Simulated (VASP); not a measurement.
## Run report: AlGa7As8, band-structure run (part 2 of 5)

The same run, continued: AlGa7As8 (F-43m, 16 atoms in the cell); Kohn-Sham DFT of a periodic cell, PBEsol, spin-orbit coupling, VASP PAW PBE potentials, recommended, no spin polarisation (VASP 6.6.1); cutoff 520 eV, 4×4×4 k-mesh, Gaussian smearing of 0.03 eV. The structure was built on a prototype by a generator; it need not be a known phase.

Geometry of the input (Å; fractional positions):
```
-5.6660  5.6660  0.0000
-5.6660  -0.0000  5.6660
-0.0000  5.6660  5.6660
Al 1.0000  1.0000  1.0000
Ga 0.5001  0.9999  0.9999
Ga 0.9999  0.5001  0.9999
Ga 0.9999  0.9999  0.5001
Ga 0.5001  0.5001  0.9999
Ga 0.5001  0.9999  0.5001
Ga 0.9999  0.5001  0.5001
Ga 0.5000  0.5000  0.5000
As 0.8750  0.8750  0.3751
As 0.3750  0.8750  0.3750
As 0.8750  0.3750  0.3750
As 0.8750  0.8750  0.8750
As 0.3750  0.3750  0.3750
As 0.3751  0.8750  0.8750
As 0.8750  0.3751  0.8750
As 0.3750  0.3750  0.8750
```

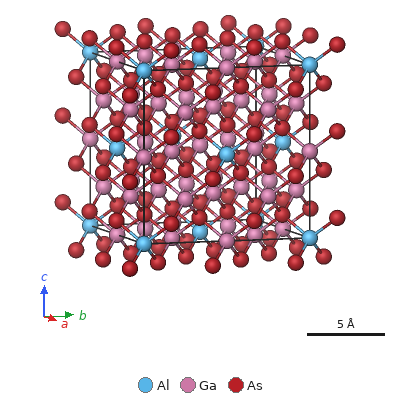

Fig. 1: The structure as given in the input (ball-and-stick view of the cell 4 times as large as that of the calculation, set on its symmetry axes, seen slightly off an axis; bonded neighbours outside the cell are drawn too). An atom can appear more than once, as a periodic image.

Parts of OUTCAR, continued
```
     64     -10.7176      1.00000
     65     -10.7176      1.00000
     66     -10.7176      1.00000
     67     -10.7149      1.00000
     68     -10.7149      1.00000
     69     -10.7149      1.00000
     70     -10.7149      1.00000
     71      -8.8565      1.00000
     72      -8.8565      1.00000
     73      -7.1644      1.00000
     74      -7.1644      1.00000
     75      -7.1629      1.00000
     76      -7.1629      1.00000
     77      -7.1629      1.00000
     78      -7.1629      1.00000
     79      -7.0480      1.00000
     80      -7.0480      1.00000
     81      -6.4219      1.00000
     82      -6.4219      1.00000
     83      -6.4217      1.00000
     84      -6.4217      1.00000
     85      -6.4217      1.00000
     86      -6.4217      1.00000
     87      -3.0275      1.00000
     88      -3.0275      1.00000
     89      -3.0275      1.00000
     90      -3.0275      1.00000
     91      -2.9306      1.00000
     92      -2.9306      1.00000
     93      -2.8436      1.00000
     94      -2.8436      1.00000
     95      -2.8436      1.00000
     96      -2.8436      1.00000
     97      -2.8408      1.00000
     98      -2.8408      1.00000
     99      -2.2461      1.00000
    100      -2.2461      1.00000
    101       1.0869      1.00000
    102       1.0869      1.00000
    103       1.0907      1.00000
    104       1.0907      1.00000
    105       1.0907      1.00000
    106       1.0907      1.00000
    107       1.1704      1.00000
    108       1.1704      1.00000
    109       1.1704      1.00000
    110       1.1704      1.00000
    111       1.1906      1.00000
    112       1.1906      1.00000
    113       2.5373      1.00000
    114       2.5373      1.00000
    115       2.5424      1.00000
    116       2.5424      1.00000
    117       2.5424      1.00000
    118       2.5424      1.00000
    119       2.5665      1.00000
    120       2.5665      1.00000
    121       2.7310      1.00000
    122       2.7310      1.00000
    123       2.7310      1.00000
    124       2.7310      1.00000
    125       2.7619      1.00000
    126       2.7619      1.00000
    127       2.7619      1.00000
    128       2.7619      1.00000
    129       3.5274      1.00000
    130       3.5274      1.00000
    131       3.8519      1.00000
    132       3.8519      1.00000
    133       3.8519      1.00000
    134       3.8519      1.00000
    135       4.2830      0.00000
    136       4.2830      0.00000
    137       4.6843      0.00000
    138       4.6843      0.00000
    139       4.6843      0.00000
    140       4.6843      0.00000
    141       4.6888      0.00000
    142       4.6888      0.00000
    143       5.0257      0.00000
    144       5.0257      0.00000
    145       5.1100      0.00000
    146       5.1100      0.00000

 k-point     2 :       0.2500    0.0000    0.0000
  band No.  band energies     occupation
      1     -11.2594      1.00000
      2     -11.2594      1.00000
      3     -11.2559      1.00000
      4     -11.2483      1.00000
      5     -11.2473      1.00000
      6     -11.2473      1.00000
      7     -11.2377      1.00000
      8     -11.2377      1.00000
      9     -11.2276      1.00000
     10     -11.2275      1.00000
     11     -11.2275      1.00000
     12     -11.2253      1.00000
     13     -11.2253      1.00000
     14     -11.2172      1.00000
     15     -11.2105      1.00000
     16     -11.2105      1.00000
     17     -11.2099      1.00000
     18     -11.2099      1.00000
     19     -11.2061      1.00000
     20     -11.2039      1.00000
     21     -11.2039      1.00000
     22     -11.2006      1.00000
     23     -11.1974      1.00000
     24     -11.1949      1.00000
     25     -11.1949      1.00000
     26     -11.1910      1.00000
     27     -11.1902      1.00000
     28     -11.1902      1.00000
     29     -10.8277      1.00000
     30     -10.8252      1.00000
     31     -10.8252      1.00000
     32     -10.8236      1.00000
     33     -10.8135      1.00000
     34     -10.8135      1.00000
     35     -10.7937      1.00000
     36     -10.7937      1.00000
     37     -10.7905      1.00000
     38     -10.7905      1.00000
     39     -10.7895      1.00000
     40     -10.7789      1.00000
     41     -10.7789      1.00000
     42     -10.7768      1.00000
     43     -10.7629      1.00000
     44     -10.7629      1.00000
     45     -10.7535      1.00000
     46     -10.7535      1.00000
     47     -10.7526      1.00000
     48     -10.7467      1.00000
     49     -10.7467      1.00000
     50     -10.7428      1.00000
     51     -10.7399      1.00000
     52     -10.7399      1.00000
     53     -10.7376      1.00000
     54     -10.7350      1.00000
     55     -10.7350      1.00000
     56     -10.7328      1.00000
     57     -10.7328      1.00000
     58     -10.7317      1.00000
     59     -10.7285      1.00000
     60     -10.7268      1.00000
     61     -10.7249      1.00000
     62     -10.7249      1.00000
     63     -10.7219      1.00000
     64     -10.7190      1.00000
     65     -10.7190      1.00000
     66     -10.7186      1.00000
     67     -10.7184      1.00000
     68     -10.7160      1.00000
     69     -10.7160      1.00000
     70     -10.7141      1.00000
     71      -8.6786      1.00000
     72      -8.6786      1.00000
     73      -7.5163      1.00000
     74      -7.5163      1.00000
     75      -7.0899      1.00000
     76      -7.0894      1.00000
     77      -7.0894      1.00000
     78      -7.0869      1.00000
     79      -7.0076      1.00000
     80      -7.0076      1.00000
     81      -6.5795      1.00000
     82      -6.5794      1.00000
     83      -6.5794      1.00000
     84      -6.5787      1.00000
     85      -6.5542      1.00000
     86      -6.5542      1.00000
     87      -2.7703      1.00000
     88      -2.7594      1.00000
     89      -2.7594      1.00000
     90      -2.7460      1.00000
     91      -2.7152      1.00000
     92      -2.7152      1.00000
     93      -2.6983      1.00000
     94      -2.6862      1.00000
     95      -2.6862      1.00000
     96      -2.6809      1.00000
     97      -2.2778      1.00000
     98      -2.2778      1.00000
     99      -1.8718      1.00000
    100      -1.8718      1.00000
    101       0.6559      1.00000
    102       0.6634      1.00000
    103       0.6634      1.00000
    104       0.6940      1.00000
    105       0.7078      1.00000
    106       0.7078      1.00000
    107       1.2984      1.00000
    108       1.3008      1.00000
    109       1.3008      1.00000
    110       1.3040      1.00000
    111       1.3111      1.00000
    112       1.3111      1.00000
    113       1.5581      1.00000
    114       1.5663      1.00000
    115       1.5663      1.00000
    116       1.5888      1.00000
    117       1.6338      1.00000
    118       1.6338      1.00000
    119       1.8421      1.00000
    120       1.8421      1.00000
    121       2.3381      1.00000
    122       2.3425      1.00000
    123       2.3477      1.00000
    124       2.3477      1.00000
    125       2.3667      1.00000
    126       2.3667      1.00000
    127       2.6660      1.00000
    128       2.6660      1.00000
    129       2.8637      1.00000
    130       2.8656      1.00000
    131       3.4177      1.00000
    132       3.4177      1.00000
    133       3.6249      1.00000
    134       3.6272      1.00000
    135       4.8830      0.00000
    136       4.8830      0.00000
    137       5.3332      0.00000
    138       5.3332      0.00000
    139       5.3360      0.00000
    140       5.3388      0.00000
    141       5.3405      0.00000
    142       5.3405      0.00000
    143       5.4641      0.00000
    144       5.4641      0.00000
    145       5.7503      0.00000
    146       5.7663      0.00000

 k-point     3 :      -0.2500    0.0000    0.0000
  band No.  band energies     occupation
      1     -11.2594      1.00000
      2     -11.2594      1.00000
      3     -11.2559      1.00000
      4     -11.2483      1.00000
      5     -11.2473      1.00000
      6     -11.2473      1.00000
      7     -11.2377      1.00000
      8     -11.2377      1.00000
      9     -11.2276      1.00000
     10     -11.2275      1.00000
     11     -11.2275      1.00000
     12     -11.2253      1.00000
     13     -11.2253      1.00000
     14     -11.2172      1.00000
     15     -11.2105      1.00000
     16     -11.2105      1.00000
     17     -11.2099      1.00000
     18     -11.2099      1.00000
     19     -11.2061      1.00000
     20     -11.2039      1.00000
     21     -11.2039      1.00000
     22     -11.2006      1.00000
     23     -11.1974      1.00000
     24     -11.1949      1.00000
     25     -11.1949      1.00000
     26     -11.1910      1.00000
     27     -11.1902      1.00000
     28     -11.1902      1.00000
     29     -10.8277      1.00000
     30     -10.8252      1.00000
     31     -10.8252      1.00000
     32     -10.8236      1.00000
     33     -10.8135      1.00000
     34     -10.8135      1.00000
     35     -10.7937      1.00000
     36     -10.7937      1.00000
     37     -10.7905      1.00000
     38     -10.7905      1.00000
     39     -10.7895      1.00000
     40     -10.7789      1.00000
     41     -10.7789      1.00000
     42     -10.7768      1.00000
     43     -10.7629      1.00000
     44     -10.7629      1.00000
     45     -10.7535      1.00000
     46     -10.7535      1.00000
     47     -10.7526      1.00000
     48     -10.7467      1.00000
     49     -10.7467      1.00000
     50     -10.7428      1.00000
     51     -10.7399      1.00000
     52     -10.7399      1.00000
     53     -10.7376      1.00000
     54     -10.7350      1.00000
     55     -10.7350      1.00000
     56     -10.7328      1.00000
     57     -10.7328      1.00000
     58     -10.7317      1.00000
     59     -10.7285      1.00000
     60     -10.7268      1.00000
     61     -10.7249      1.00000
     62     -10.7249      1.00000
     63     -10.7219      1.00000
     64     -10.7190      1.00000
     65     -10.7190      1.00000
     66     -10.7186      1.00000
     67     -10.7184      1.00000
     68     -10.7160      1.00000
     69     -10.7160      1.00000
     70     -10.7141      1.00000
     71      -8.6786      1.00000
     72      -8.6786      1.00000
     73      -7.5163      1.00000
     74      -7.5163      1.00000
     75      -7.0899      1.00000
     76      -7.0894      1.00000
     77      -7.0894      1.00000
     78      -7.0869      1.00000
     79      -7.0076      1.00000
     80      -7.0076      1.00000
     81      -6.5795      1.00000
     82      -6.5794      1.00000
     83      -6.5794      1.00000
     84      -6.5787      1.00000
     85      -6.5542      1.00000
     86      -6.5542      1.00000
     87      -2.7703      1.00000
     88      -2.7594      1.00000
     89      -2.7594      1.00000
     90      -2.7460      1.00000
     91      -2.7152      1.00000
     92      -2.7152      1.00000
     93      -2.6983      1.00000
     94      -2.6862      1.00000
     95      -2.6862      1.00000
     96      -2.6809      1.00000
     97      -2.2778      1.00000
     98      -2.2778      1.00000
     99      -1.8718      1.00000
    100      -1.8718      1.00000
    101       0.6559      1.00000
    102       0.6634      1.00000
    103       0.6634      1.00000
    104       0.6940      1.00000
    105       0.7078      1.00000
    106       0.7078      1.00000
    107       1.2984      1.00000
    108       1.3008      1.00000
    109       1.3008      1.00000
    110       1.3040      1.00000
    111       1.3111      1.00000
    112       1.3111      1.00000
    113       1.5581      1.00000
    114       1.5663      1.00000
    115       1.5663      1.00000
    116       1.5888      1.00000
    117       1.6338      1.00000
    118       1.6338      1.00000
    119       1.8421      1.00000
    120       1.8421      1.00000
    121       2.3381      1.00000
    122       2.3425      1.00000
    123       2.3477      1.00000
    124       2.3477      1.00000
    125       2.3667      1.00000
    126       2.3667      1.00000
    127       2.6660      1.00000
    128       2.6660      1.00000
    129       2.8637      1.00000
    130       2.8656      1.00000
    131       3.4177      1.00000
    132       3.4177      1.00000
    133       3.6249      1.00000
    134       3.6272      1.00000
    135       4.8830      0.00000
    136       4.8830      0.00000
    137       5.3332      0.00000
    138       5.3332      0.00000
    139       5.3360      0.00000
    140       5.3388      0.00000
    141       5.3405      0.00000
    142       5.3405      0.00000
    143       5.4641      0.00000
    144       5.4641      0.00000
    145       5.7503      0.00000
    146       5.7663      0.00000

 k-point     4 :       0.5000    0.0000    0.0000
  band No.  band energies     occupation
      1     -11.2626      1.00000
      2     -11.2626      1.00000
      3     -11.2567      1.00000
      4     -11.2567      1.00000
      5     -11.2512      1.00000
      6     -11.2512      1.00000
      7     -11.2307      1.00000
      8     -11.2307      1.00000
      9     -11.2293      1.00000
     10     -11.2293      1.00000
     11     -11.2230      1.00000
     12     -11.2230      1.00000
     13     -11.2195      1.00000
     14     -11.2195      1.00000
     15     -11.2117      1.00000
     16     -11.2117      1.00000
     17     -11.2105      1.00000
     18     -11.2105      1.00000
     19     -11.2014      1.00000
     20     -11.2014      1.00000
     21     -11.1990      1.00000
     22     -11.1990      1.00000
     23     -11.1964      1.00000
     24     -11.1964      1.00000
     25     -11.1906      1.00000
     26     -11.1906      1.00000
     27     -11.1873      1.00000
     28     -11.1873      1.00000
     29     -10.8353      1.00000
     30     -10.8353      1.00000
     31     -10.8347      1.00000
     32     -10.8347      1.00000
     33     -10.8193      1.00000
     34     -10.8193      1.00000
     35     -10.7938      1.00000
     36     -10.7938      1.00000
     37     -10.7846      1.00000
     38     -10.7846      1.00000
     39     -10.7757      1.00000
     40     -10.7757      1.00000
     41     -10.7747      1.00000
     42     -10.7747      1.00000
     43     -10.7577      1.00000
     44     -10.7577      1.00000
     45     -10.7477      1.00000
     46     -10.7477      1.00000
     47     -10.7458      1.00000
     48     -10.7458      1.00000
     49     -10.7444      1.00000
     50     -10.7444      1.00000
     51     -10.7431      1.00000
     52     -10.7431      1.00000
     53     -10.7416      1.00000
     54     -10.7416      1.00000
     55     -10.7367      1.00000
     56     -10.7367      1.00000
     57     -10.7332      1.00000
     58     -10.7332      1.00000
     59     -10.7264      1.00000
     60     -10.7264      1.00000
     61     -10.7240      1.00000
     62     -10.7240      1.00000
     63     -10.7240      1.00000
     64     -10.7240      1.00000
     65     -10.7215      1.00000
     66     -10.7215      1.00000
     67     -10.7176      1.00000
     68     -10.7176      1.00000
     69     -10.7175      1.00000
     70     -10.7175      1.00000
     71      -8.2183      1.00000
     72      -8.2183      1.00000
     73      -8.1413      1.00000
     74      -8.1413      1.00000
     75      -6.8897      1.00000
     76      -6.8897      1.00000
     77      -6.8884      1.00000
     78      -6.8884      1.00000
     79      -6.8676      1.00000
     80      -6.8676      1.00000
     81      -6.8548      1.00000
     82      -6.8548      1.00000
     83      -6.8547      1.00000
     84      -6.8547      1.00000
     85      -6.7607      1.00000
     86      -6.7607      1.00000
     87      -2.4996      1.00000
     88      -2.4996      1.00000
     89      -2.4949      1.00000
     90      -2.4949      1.00000
     91      -2.4862      1.00000
     92      -2.4862      1.00000
     93      -2.4642      1.00000
     94      -2.4642      1.00000
     95      -2.4603      1.00000
     96      -2.4603      1.00000
     97      -1.8959      1.00000
     98      -1.8959      1.00000
     99      -0.3932      1.00000
    100      -0.3932      1.00000
    101      -0.2036      1.00000
    102      -0.2036      1.00000
    103       0.5156      1.00000
    104       0.5156      1.00000
    105       0.5162      1.00000
    106       0.5162      1.00000
    107       0.5311      1.00000
    108       0.5311      1.00000
    109       0.5685      1.00000
    110       0.5685      1.00000
    111       0.5759      1.00000
    112       0.5759      1.00000
    113       0.6634      1.00000
    114       0.6634      1.00000
    115       1.7374      1.00000
    116       1.7374      1.00000
    117       1.7439      1.00000
    118       1.7439      1.00000
    119       1.7660      1.00000
    120       1.7660      1.00000
    121       1.7723      1.00000
    122       1.7723      1.00000
    123       1.7784      1.00000
    124       1.7784      1.00000
    125       1.7895      1.00000
    126       1.7895      1.00000
    127       2.9606      1.00000
    128       2.9606      1.00000
    129       3.0266      1.00000
    130       3.0266      1.00000
    131       3.1619      1.00000
    132       3.1619      1.00000
    133       3.2303      1.00000
    134       3.2303      1.00000
    135       5.1672      0.00000
    136       5.1672      0.00000
    137       5.2950      0.00000
    138       5.2950      0.00000
    139       5.7844      0.00000
    140       5.7844      0.00000
    141       5.7872      0.00000
    142       5.7872      0.00000
    143       5.9027      0.00000
    144       5.9027      0.00000
    145       5.9159      0.00000
    146       5.9159      0.00000
```
